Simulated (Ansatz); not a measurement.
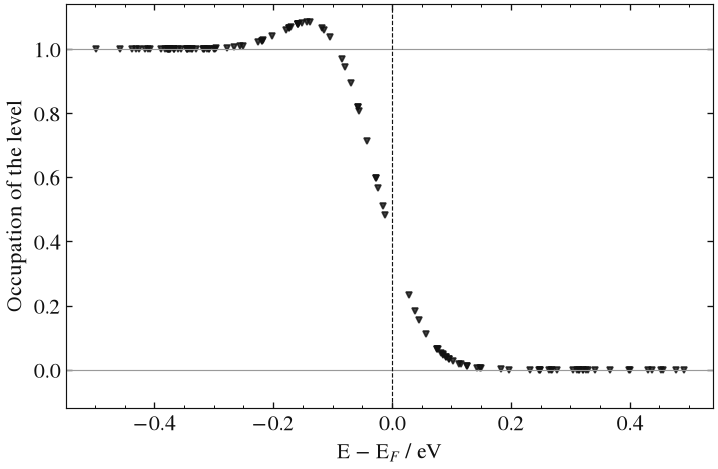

Occupations of the one-electron levels of the k mesh against their energy, from a run on TiCo$_{3}$, space group Pm-3m, 4 atoms in the cell, with Ansatz.

**Name the smearing function and its width.**

cold (Marzari-Vanderbilt) smearing with a width of 0.1 eV. The occupations overshoot 1 below the Fermi level (up to 1.08) but never turn negative, and they are not symmetric about it.
